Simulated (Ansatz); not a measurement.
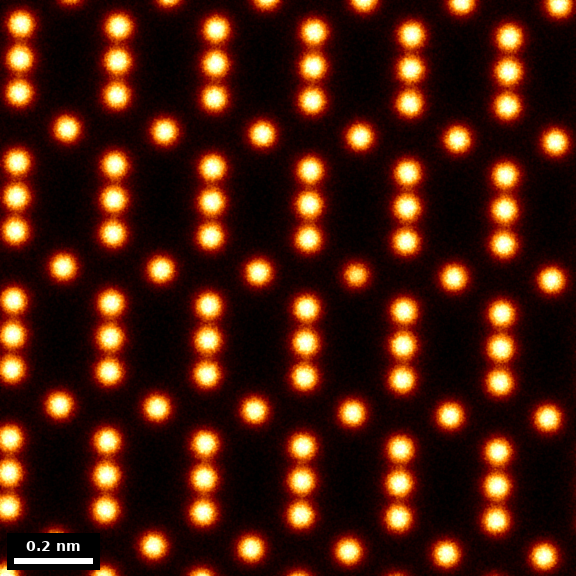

HAADF-like image of Pt (Pm-3n, No. 223) along [110]. Simulation: incoherent imaging, intensity Z^1.8 per atom, probe width 0.52 Å, thin sample. The probe carries 25 % of its weight in a tail 2.5 times as wide. Shot noise was added.

The sample is 4 repeats (28.3 Å) thick. One point defect was put into the perfect crystal, without relaxing the atoms around it. Brightness is counted from the darkest point of the image. Host structure: the geometry relaxed with Ansatz, DFT, PBEsol, plane waves (420 eV) with PAW, scalar-relativistic; the starting structure was generated, so it need not be a known form of this composition.

**Where is the defect (in Å from the left and the top edge), and what does its contrast suggest?**

At about 9 Å from the left and 7 Å from the top. The column is dimmer, which points to a vacancy or a lighter atom. The column holds 4 atoms (Pt) through the sample, and one Pt atom is missing, so its peak drops to about 75 % of that of its equals.
